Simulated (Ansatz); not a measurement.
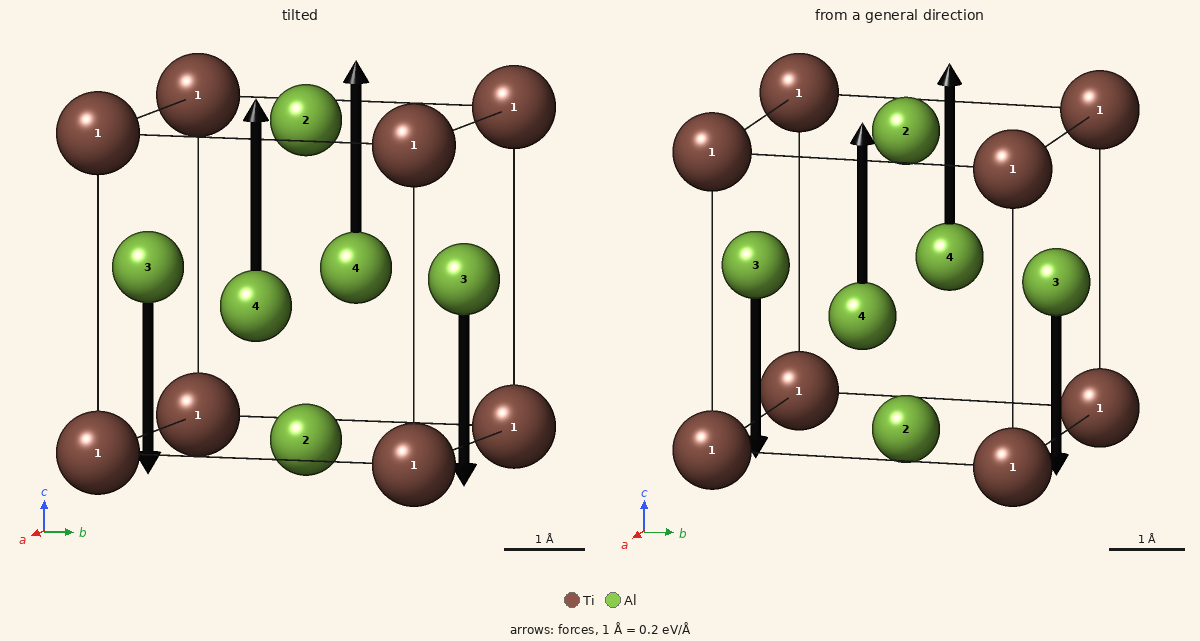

Structure drawing (spheres-only), viewed slightly off an axis and from a general direction. One simulation cell is framed, with atoms on its boundary repeated. The arrows are the computed forces on the atoms.

System: TiAl3. Calculation details: Ansatz, DFT PBE, scalar-relativistic, plane waves, PAW; an energy cutoff of 420 eV, a 10×10×10 k-point grid, Gaussian smearing of 0.1 eV, no spin polarisation.

**Judging by the arrows, is the geometry relaxed?**

No. The atoms still feel forces of up to about 0.44 eV/Å, far above a usual threshold of 0.01 to 0.03 eV/Å.

**Name the atom under the greatest force.**

Al3 and Al4, about 0.44 eV/Å.

The model was built from a structure listed in the Materials Project. The cell was then strained or its atoms displaced on purpose. A calculation with Ansatz used it as input.
